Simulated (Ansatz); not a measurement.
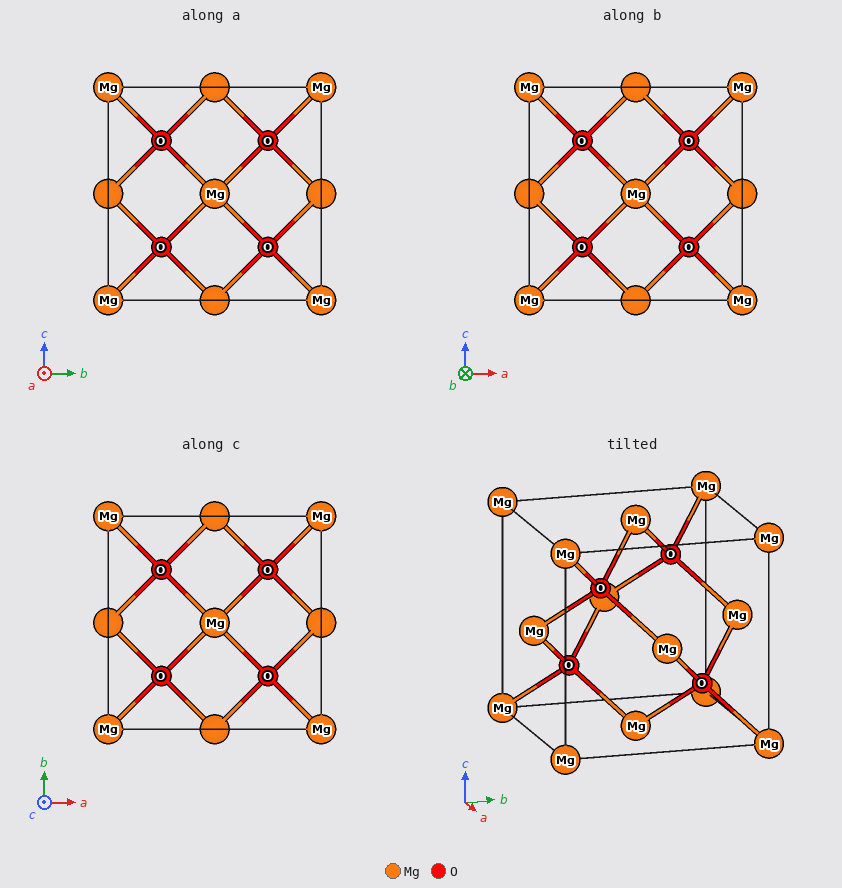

This ball-and-stick model is shown along the a axis, along the b axis, along the c axis and slightly off an axis. One conventional unit cell is outlined, and atoms on its boundary appear in each equivalent place.

Lattice parameters: a = 4.6123 Å, b = 4.6123 Å, c = 4.6123 Å, α = 90.000°, β = 90.000°, γ = 90.000°.

Convert the drawing into a CIF in P1 with every atom of the cell.

Answer.
```cif
data_structure
_symmetry_space_group_name_H-M 'P 1'
_symmetry_Int_Tables_number 1
_cell_length_a 4.6123
_cell_length_b 4.6123
_cell_length_c 4.6123
_cell_angle_alpha 90.000
_cell_angle_beta 90.000
_cell_angle_gamma 90.000
_cell_volume 98.12
loop_
_atom_site_label
_atom_site_type_symbol
_atom_site_fract_x
_atom_site_fract_y
_atom_site_fract_z
_atom_site_occupancy
Mg1 Mg 0.5000 0.0000 0.5000 1
O1 O 0.2500 0.2500 0.2500 1
Mg2 Mg 0.5000 0.5000 0.0000 1
O2 O 0.2500 0.7500 0.7500 1
Mg3 Mg 0.0000 0.0000 0.0000 1
O3 O 0.7500 0.2500 0.7500 1
Mg4 Mg 0.0000 0.5000 0.5000 1
O4 O 0.7500 0.7500 0.2500 1
```

The structure comes from a structure type filled with these elements by a generator (whether the compound takes this form wasn't checked). This is the structure after a relaxation with DFT PBE, scalar-relativistic, plane waves, PAW in Ansatz.
